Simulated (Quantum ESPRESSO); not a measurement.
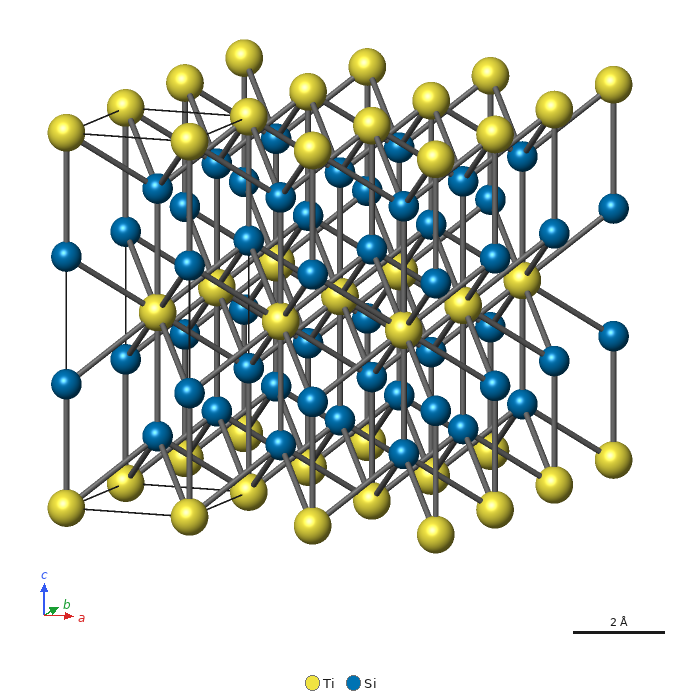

Fig. 1: The structure (ball-and-stick view of the cell 2 times as large as that of the calculation, set on its symmetry axes, repeated 3 × 3 × 1, seen slightly off an axis). An atom can appear more than once, as a periodic image.

**Band-structure run, with input and output: TiSi2**

TiSi2 (3 atoms in the cell), computed with Kohn-Sham DFT of a periodic cell, PBEsol, GBRV 1.5 PBEsol, no spin polarisation (Quantum ESPRESSO 7.5).

The structure derives from a Materials Project entry.

## Input
```
&CONTROL
  calculation = 'scf'
  prefix = 'pwscf'
  outdir = './tmp'
  pseudo_dir = './pseudo'
  tprnfor = .true.
  tstress = .true.
  disk_io = 'low'
/
&SYSTEM
  ibrav = 0
  celldm(1) = 8
  nat = 3
  ntyp = 2
  ecutwfc = 45
  ecutrho = 360
  nbnd = 16
  occupations = 'smearing'
  smearing = 'fd'
  degauss = 0.00367493
/
&ELECTRONS
  conv_thr = 6d-10
  electron_maxstep = 120
  mixing_beta = 0.5
/
ATOMIC_SPECIES
Ti    47.8670 ti_pbesol_v1.4.uspp.F.UPF
Si    28.0850 si_pbesol_v1.uspp.F.UPF
CELL_PARAMETERS alat
 -0.3479155870787   0.4044320987194   0.9949604105240
  0.3479155870787  -0.4044320987194   0.9949604105240
  0.3479155870787   0.4044320987194  -0.9949604105240
ATOMIC_POSITIONS crystal
Ti     0.0000000000    0.0000000000    0.0000000000
Si     0.6700780000    0.6700780000    0.0000000000
Si     0.3299220000    0.3299220000    0.0000000000
K_POINTS automatic
12 12 12 0 0 0
```

## File bands.in
```
&CONTROL
  calculation = 'bands'
  prefix = 'pwscf'
  outdir = './tmp'
  pseudo_dir = './pseudo'
  disk_io = 'low'
  verbosity = 'high'
/
&SYSTEM
  ibrav = 0
  celldm(1) = 8
  nat = 3
  ntyp = 2
  ecutwfc = 45
  ecutrho = 360
  nbnd = 16
  occupations = 'smearing'
  smearing = 'fd'
  degauss = 0.00367493
/
&ELECTRONS
  conv_thr = 1d-08
  electron_maxstep = 120
  mixing_beta = 0.5
  diago_full_acc = .true.
  startingwfc = 'random'
/
ATOMIC_SPECIES
Ti    47.8670 ti_pbesol_v1.4.uspp.F.UPF
Si    28.0850 si_pbesol_v1.uspp.F.UPF
CELL_PARAMETERS alat
 -0.3479155870787   0.4044320987194   0.9949604105240
  0.3479155870787  -0.4044320987194   0.9949604105240
  0.3479155870787   0.4044320987194  -0.9949604105240
ATOMIC_POSITIONS crystal
Ti     0.0000000000    0.0000000000    0.0000000000
Si     0.6700780000    0.6700780000    0.0000000000
Si     0.3299220000    0.3299220000    0.0000000000
K_POINTS crystal
60
 0.0000000000  0.0000000000  0.0000000000 1
-0.0467614407  0.0467614407  0.0467614407 1
-0.0935228815  0.0935228815  0.0935228815 1
-0.1402843222  0.1402843222  0.1402843222 1
-0.1870457629  0.1870457629  0.1870457629 1
-0.2338072037  0.2338072037  0.2338072037 1
-0.2805686444  0.2805686444  0.2805686444 1
-0.3327419898  0.3327419898  0.2283952990 1
-0.3849153352  0.3849153352  0.1762219536 1
-0.4370886807  0.4370886807  0.1240486082 1
-0.4892620261  0.4892620261  0.0718752627 1
-0.5000000000  0.5000000000  0.0000000000 1
-0.7500000000  0.2500000000  0.2500000000 1
-0.7000000000  0.2000000000  0.3000000000 1
-0.6500000000  0.1500000000  0.3500000000 1
-0.6000000000  0.1000000000  0.4000000000 1
-0.5500000000  0.0500000000  0.4500000000 1
-0.5000000000  0.0000000000  0.5000000000 1
-0.6097156778 -0.1402843222  0.6097156778 1
-0.7194313556 -0.2805686444  0.7194313556 1
-0.6755450845 -0.3244549155  0.6755450845 1
-0.6316588134 -0.3683411866  0.6316588134 1
-0.5877725422 -0.4122274578  0.5877725422 1
-0.5438862711 -0.4561137289  0.5438862711 1
-0.5000000000 -0.5000000000  0.5000000000 1
-0.3750000000 -0.3750000000  0.3750000000 1
-0.2500000000 -0.2500000000  0.2500000000 1
-0.1250000000 -0.1250000000  0.1250000000 1
 0.0000000000  0.0000000000  0.0000000000 1
-0.0416152312  0.0416152312 -0.0416152312 1
-0.0832304624  0.0832304624 -0.0832304624 1
-0.1248456936  0.1248456936 -0.1248456936 1
-0.1664609248  0.1664609248 -0.1664609248 1
-0.2080761560  0.2080761560 -0.2080761560 1
-0.2496913871  0.2496913871 -0.2496913871 1
-0.2913066183  0.2913066183 -0.2913066183 1
-0.3956533092  0.1456533092 -0.1456533092 1
-0.5000000000  0.0000000000  0.0000000000 1
-0.5312500000  0.0312500000  0.0312500000 1
-0.5625000000  0.0625000000  0.0625000000 1
-0.5937500000  0.0937500000  0.0937500000 1
-0.6250000000  0.1250000000  0.1250000000 1
-0.6562500000  0.1562500000  0.1562500000 1
-0.6875000000  0.1875000000  0.1875000000 1
-0.7187500000  0.2187500000  0.2187500000 1
-0.7500000000  0.2500000000  0.2500000000 1
-0.5107379739  0.5107379739 -0.0718752627 1
-0.4793906374  0.4793906374 -0.1032225993 1
-0.4480433009  0.4480433009 -0.1345699358 1
-0.4166959644  0.4166959644 -0.1659172723 1
-0.3853486279  0.3853486279 -0.1972646088 1
-0.3540012914  0.3540012914 -0.2286119453 1
-0.3226539548  0.3226539548 -0.2599592818 1
-0.2913066183  0.2913066183 -0.2913066183 1
-0.7086933817 -0.2913066183  0.2913066183 1
-0.6669547053 -0.3330452947  0.3330452947 1
-0.6252160290 -0.3747839710  0.3747839710 1
-0.5834773527 -0.4165226473  0.4165226473 1
-0.5417386763 -0.4582613237  0.4582613237 1
-0.5000000000 -0.5000000000  0.5000000000 1
```

Run on 2 threads of Arm Neoverse V2, 24 GiB of memory available, shared host.

Launched with:
```bash
OMP_NUM_THREADS=1 mpirun -n 2 pw.x -nk 2 -in pw.in > pw.out
OMP_NUM_THREADS=1 mpirun -n 2 pw.x -nk 2 -in bands.in > bands.out
```

## The program's output
```
This program is part of the open-source Quantum ESPRESSO suite
     for quantum simulation of materials; please cite
         "P. Giannozzi et al., J. Phys.:Condens. Matter 21 395502 (2009);
         "P. Giannozzi et al., J. Phys.:Condens. Matter 29 465901 (2017);
         "P. Giannozzi et al., J. Chem. Phys. 152 154105 (2020);
          URL
     in publications or presentations arising from this work. More details at

     Message from routine setup:
     using ibrav=0 with symmetry is DISCOURAGED, use correct ibrav instead

     K-points division:     npool     =       2
     Subspace diagonalization in iterative solution of the eigenvalue problem:
     a serial algorithm will be used

     G-vector sticks info
     --------------------
     sticks:   dense  smooth     PW     G-vecs:    dense   smooth      PW
     Sum        1953     979    363                33063    11719    2731

     Using Slab Decomposition

     bravais-lattice index     =            0
     lattice parameter (alat)  =       8.0000  a.u.
     unit-cell volume          =     286.7182 (a.u.)^3
     number of atoms/cell      =            3
     number of atomic types    =            2
     number of electrons       =        20.00
     number of Kohn-Sham states=           16
     kinetic-energy cutoff     =      45.0000  Ry
     charge density cutoff     =     360.0000  Ry
     scf convergence threshold =      6.0E-10
     mixing beta               =       0.5000
     number of iterations used =            8  plain     mixing
     Exchange-correlation= SLA  PW   PSX  PSC
                           (   1   4  10   8   0   0   0)

     celldm(1)=   8.000000  celldm(2)=   0.000000  celldm(3)=   0.000000
     celldm(4)=   0.000000  celldm(5)=   0.000000  celldm(6)=   0.000000

     crystal axes: (cart. coord. in units of alat)
               a(1) = (  -0.347916   0.404432   0.994960 )
               a(2) = (   0.347916  -0.404432   0.994960 )
               a(3) = (   0.347916   0.404432  -0.994960 )

     reciprocal axes: (cart. coord. in units 2 pi/alat)
               b(1) = ( -0.000000  1.236301  0.502533 )
               b(2) = (  1.437130 -0.000000  0.502533 )
               b(3) = (  1.437130  1.236301  0.000000 )

     PseudoPot. # 1 for Ti read from file:
     ti_pbesol_v1.4.uspp.F.UPF
     Pseudo is Ultrasoft + core correction, Zval = 12.0
     Generated by new atomic code, or converted to UPF format
     Using radial grid of  851 points,  6 beta functions with:
                l(1) =   0
                l(2) =   0
                l(3) =   1
                l(4) =   1
                l(5) =   2
                l(6) =   2
     Q(r) pseudized with  6 coefficients,  rinner =    1.000   1.000   1.000
                                                       1.000   1.000

     PseudoPot. # 2 for Si read from file:
     si_pbesol_v1.uspp.F.UPF
     Pseudo is Ultrasoft + core correction, Zval =  4.0
     Generated by new atomic code, or converted to UPF format
     Using radial grid of  899 points,  6 beta functions with:
                l(1) =   0
                l(2) =   0
                l(3) =   1
                l(4) =   1
                l(5) =   2
                l(6) =   2
     Q(r) pseudized with  8 coefficients,  rinner =    0.900   0.900   0.900
                                                       0.900   0.900

     atomic species   valence    mass     pseudopotential
     Ti               12.00    47.86700     Ti( 1.00)
     Si                4.00    28.08500     Si( 1.00)

      8 Sym. Ops., with inversion, found

   Cartesian axes

     site n.     atom                  positions (alat units)
         1        Ti     tau(   1) = (   0.0000000   0.0000000   0.0000000  )
         2        Si     tau(   2) = (   0.0000000   0.0000000   1.3334022  )
         3        Si     tau(   3) = (  -0.0000000   0.0000000   0.6565187  )

     number of k points=   280  Fermi-Dirac smearing, width (Ry)=  0.0037

     Number of k-points >= 100: set verbosity='high' to print them.

     Dense  grid:    33063 G-vectors     FFT dimensions: (  60,  60,  60)

     Smooth grid:    11719 G-vectors     FFT dimensions: (  40,  40,  40)

     Check: negative core charge=   -0.000006

     Initial potential from superposition of free atoms

     starting charge      18.9987, renormalised to      20.0000

     negative rho (up, down):  9.806E-04 0.000E+00
     Starting wfcs are   18 randomized atomic wfcs

     Self-consistent Calculation

     iteration #  1     ecut=    45.00 Ry     beta= 0.50
     Davidson diagonalization with overlap
     ethr =  1.00E-02,  avg # of iterations =  3.5

     Threshold (ethr) on eigenvalues was too large:
     Diagonalizing with lowered threshold

     Davidson diagonalization with overlap
     ethr =  6.72E-04,  avg # of iterations =  2.0

     negative rho (up, down):  9.214E-04 0.000E+00

     total energy              =    -138.34584127 Ry
     estimated scf accuracy    <       0.14837068 Ry

     iteration #  2     ecut=    45.00 Ry     beta= 0.50
     Davidson diagonalization with overlap
     ethr =  7.42E-04,  avg # of iterations =  2.4

     negative rho (up, down):  6.957E-04 0.000E+00

     total energy              =    -138.35839749 Ry
     estimated scf accuracy    <       0.05657839 Ry

     iteration #  3     ecut=    45.00 Ry     beta= 0.50
     Davidson diagonalization with overlap
     ethr =  2.83E-04,  avg # of iterations =  2.5

     negative rho (up, down):  6.622E-04 0.000E+00

     total energy              =    -138.37051155 Ry
     estimated scf accuracy    <       0.03463004 Ry

     iteration #  4     ecut=    45.00 Ry     beta= 0.50
     Davidson diagonalization with overlap
     ethr =  1.73E-04,  avg # of iterations =  1.5

     negative rho (up, down):  6.062E-04 0.000E+00

     total energy              =    -138.37558016 Ry
     estimated scf accuracy    <       0.00026529 Ry

     iteration #  5     ecut=    45.00 Ry     beta= 0.50
     Davidson diagonalization with overlap
     ethr =  1.33E-06,  avg # of iterations =  6.7

     negative rho (up, down):  5.778E-04 0.000E+00

     total energy              =    -138.37572782 Ry
     estimated scf accuracy    <       0.00009781 Ry

     iteration #  6     ecut=    45.00 Ry     beta= 0.50
     Davidson diagonalization with overlap
     ethr =  4.89E-07,  avg # of iterations =  2.4

     negative rho (up, down):  5.723E-04 0.000E+00

     total energy              =    -138.37574923 Ry
     estimated scf accuracy    <       0.00002549 Ry

     iteration #  7     ecut=    45.00 Ry     beta= 0.50
     Davidson diagonalization with overlap
     ethr =  1.27E-07,  avg # of iterations =  1.6

     negative rho (up, down):  5.709E-04 0.000E+00

     total energy              =    -138.37575388 Ry
     estimated scf accuracy    <       0.00000026 Ry

     iteration #  8     ecut=    45.00 Ry     beta= 0.50
     Davidson diagonalization with overlap
     ethr =  1.30E-09,  avg # of iterations =  4.7

     negative rho (up, down):  5.709E-04 0.000E+00

     total energy              =    -138.37575424 Ry
     estimated scf accuracy    <          2.9E-09 Ry

     iteration #  9     ecut=    45.00 Ry     beta= 0.50
     Davidson diagonalization with overlap
     ethr =  1.44E-11,  avg # of iterations =  3.8

     negative rho (up, down):  5.708E-04 0.000E+00

     total energy              =    -138.37575424 Ry
     estimated scf accuracy    <          4.5E-09 Ry

     iteration # 10     ecut=    45.00 Ry     beta= 0.50
     Davidson diagonalization with overlap
     ethr =  1.44E-11,  avg # of iterations =  2.2

     negative rho (up, down):  5.709E-04 0.000E+00

     End of self-consistent calculation

     Number of k-points >= 100: set verbosity='high' to print the bands.

     the Fermi energy is    12.3125 ev

!    total energy              =    -138.37575424 Ry
     estimated scf accuracy    <          4.8E-12 Ry
     smearing contrib. (-TS)   =      -0.00082238 Ry
     internal energy E=F+TS    =    -138.37493187 Ry

     The total energy is F=E-TS. E is the sum of the following terms:
     one-electron contribution =     -46.70764057 Ry
     hartree contribution      =      32.54515122 Ry
     xc contribution           =     -26.66183195 Ry
     ewald contribution        =     -97.55061058 Ry

     convergence has been achieved in  10 iterations

     negative rho (up, down):  5.709E-04 0.000E+00

     Forces acting on atoms (cartesian axes, Ry/au):

     atom    1 type  1   force =     0.00000000    0.00000000    0.00000000
     atom    2 type  2   force =     0.00000000    0.00000000   -0.00254074
     atom    3 type  2   force =     0.00000000    0.00000000    0.00254074

     Total force =     0.003593     Total SCF correction =     0.000001

     Computing stress (Cartesian axis) and pressure

     negative rho (up, down):  5.709E-04 0.000E+00
          total   stress  (Ry/bohr**3)                   (kbar)     P=      -36.69
  -0.00020340   0.00000000   0.00000000          -29.92        0.00        0.00
   0.00000000  -0.00025515   0.00000000            0.00      -37.53        0.00
   0.00000000   0.00000000  -0.00028961            0.00        0.00      -42.60

=------------------------------------------------------------------------------=
   JOB DONE.
=------------------------------------------------------------------------------=
```

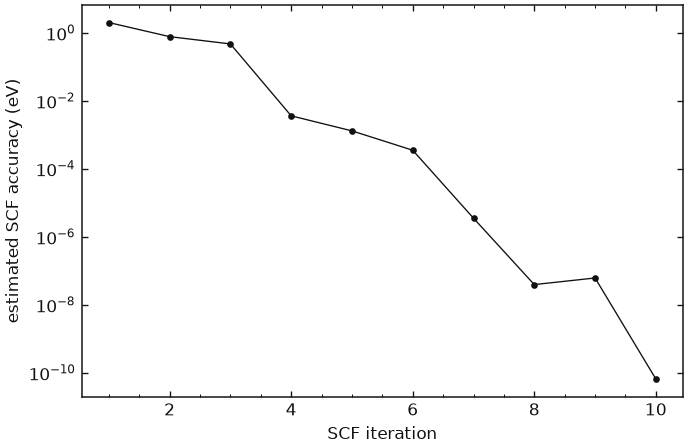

Fig. 2: Convergence of the self-consistent field: estimated SCF accuracy against the iteration. The field takes 10 iterations in all.

## Summary

```json
{"quantity": "outcome", "value": "converged"}
{"quantity": "space group (tolerance 0.01 Å)", "value": "Immm (71)"}
{"quantity": "electrons treated", "value": "20"}
{"quantity": "free energy", "value": "−1882.6980 eV"}
{"quantity": "Fermi energy", "value": "12.312 eV"}
{"quantity": "gap on the k-point mesh", "value": "none (metallic)"}
{"quantity": "pressure", "value": "−3.67 GPa"}
{"quantity": "largest force (length of the vector)", "value": "0.065 eV/Å"}
{"quantity": "wall time", "value": "1.8 min (CPU time 3.7 min)"}
{"quantity": "peak memory", "value": "0.32 GiB"}
```

## Remarks

Notes on the run: negative rho.
